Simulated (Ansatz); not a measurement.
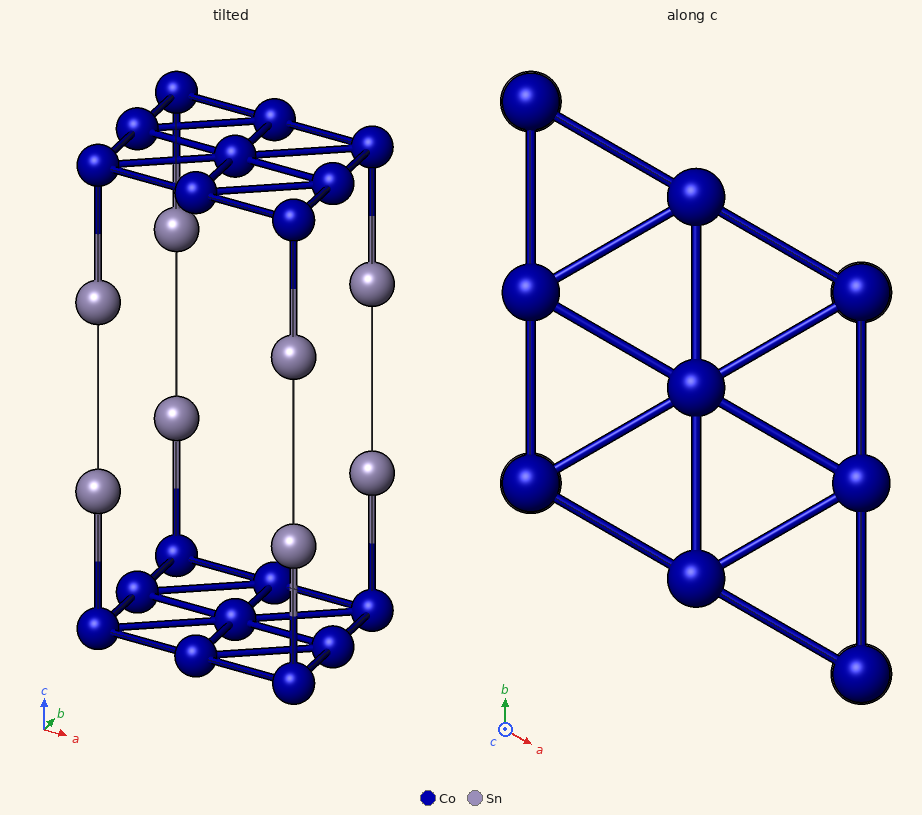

The image is a ball-and-stick drawing of a crystal, viewed slightly off an axis and along the c axis. The frame is the conventional unit cell; atoms at its boundary are shown with their periodic copies. Cell: a = 4.71 Å, b = 4.71 Å, c = 8.03 Å, α = 90.00°, β = 90.00°, γ = 120.00°.

The structure was taken from a random cell made by a generator, so it need not be a real form of the compound. Earlier steps of the study may have refined or changed the cell and positions. It was run through Ansatz as a DFT input.

Question: Caption:

Answer: The structure is one of Co2Sn. Its lattice is primitive hexagonal, its space group P6/mmm (No. 191). The cell comprises 2 formula units: 4 Co, 2 Sn. About every Sn there is one Co at about 2.4 Å. Co takes two kinds of site: 3f with six Co at about 2.4 Å; 1a with six Co and two Sn (about 2.4 Å to Co, 2.4 Å to Sn). The bonds build Co2Sn layers parallel to (001).

Electronic-structure method: DFT PBE, scalar-relativistic, plane waves, PAW in Ansatz. Parameters: plane waves up to 420 eV, a 12×12×6 mesh of k-points, Gaussian smearing of 0.1 eV, collinear spins.

Question: Which atoms carry magnetic moments in this run, and how do they order?

Answer: The state reached is ferromagnetic. Sizes: Co 1.1 to 1.7 μB; net moment 5.8 μB in the run's cell of 6 atoms.

Question: Is the electronic structure metallic or gapped?

Answer: A metal: bands cross the Fermi level.

Question: State the Bader charges by element.

Answer: Co -0.55 to -0.04 e; Sn +0.34 e.

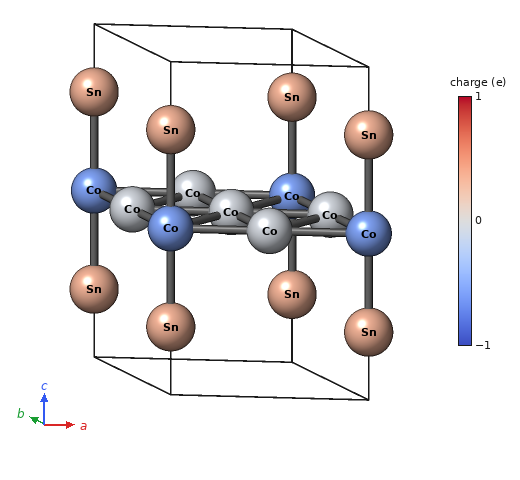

The atoms coloured by those charges. The run's cell of 6 atoms is drawn, so axes and origin can differ from the first picture.

Question: Does the calculation find this structure at rest?

Answer: Yes. All forces vanish to within 0.01 eV/Å. The pressure is 0.0 GPa, close to zero.
